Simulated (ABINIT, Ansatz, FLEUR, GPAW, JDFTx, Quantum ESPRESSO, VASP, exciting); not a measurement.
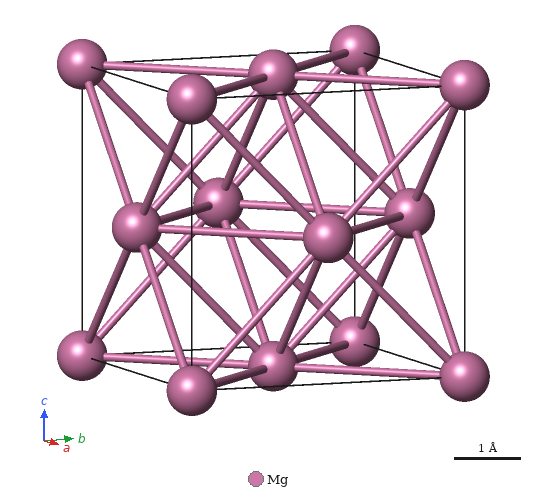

Mg, face-centred cubic (Cu type), space group Fm-3m (No. 225), a = 4.489 Å, b = 4.489 Å, c = 4.489 Å, α = 90.00°, β = 90.00°, γ = 90.00° (22.61 Å³/atom). The image is a ball-and-stick drawing of a crystal, viewed slightly off an axis. The wireframe shows the conventional unit cell. The cell is a structure listed in the Materials Project. This isn't the form of Mg at room conditions, which is hcp.

The cell was scaled uniformly, at fixed shape and fractional positions, in eight programs or potential sets. Alike in all runs: functional PBE; k mesh 10 × 10 × 10 on the run's cell of 1 atom; occupations fermi-dirac, width 0.05 eV; no spin polarisation; no spin-orbit coupling.

Energies from exciting (all-electron):

```tsv
volume (Å³/atom)	E − E(lowest point) (meV/atom)
21.251	18.54
21.703	10.45
22.155	4.47
22.607	1.25
23.059	0.00
23.512	0.67
23.964	3.12
```

**Fit a third-order Birch-Murnaghan equation of state to these points.**

V0 = 23.12 Å³/atom (a0 = 4.522 Å), B0 = 34.8 GPa and B0′ = 3.6. V0 lies 2.3 % above the volume of the cell as given.

The same fit in all programs:

```tsv
program	V0 (Å³/atom)	a0 (Å)	B0 (GPa)	B0′
exciting (all-electron)	23.12	4.522	34.8	3.6
Ansatz LAPW (all-electron)	23.09	4.520	35.6	4.0
ABINIT (JTH PAW PBE v2.0)	23.14	4.524	34.6	3.9
Quantum ESPRESSO (SSSP 1.3 efficiency)	?	?	?	?
GPAW (PAW data 1.2.1)	23.05	4.518	35.5	4.2
FLEUR (all-electron)	23.09	4.521	35.6	3.9
JDFTx (PseudoDojo 0.5 standard)	23.14	4.524	35.7	3.9
VASP (PBE potentials, release 64 Mg)	23.02	4.516	36.1	4.0
```

**What does Quantum ESPRESSO (SSSP 1.3 efficiency) give?**

V0 = 23.03 Å³/atom, a0 = 4.516 Å, B0 = 36.1 GPa and B0′ = 4.0. The other rows span 23.02 to 23.14 Å³/atom and 34.6 to 36.1 GPa.

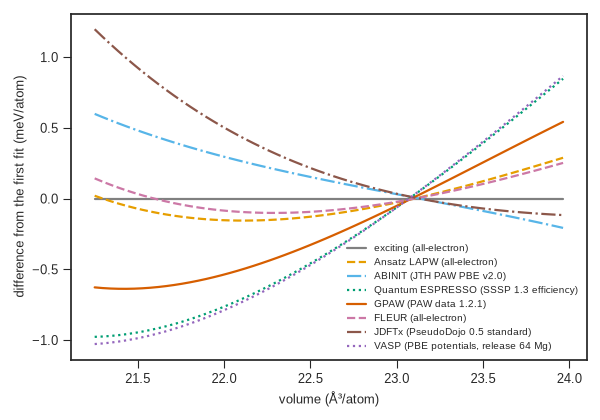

Each fitted curve, counted from its own minimum, less that of exciting (all-electron). With one functional throughout, the spread comes from potentials, basis sets and numerical settings; B0′ is uncertain by a few tenths over so narrow a range.
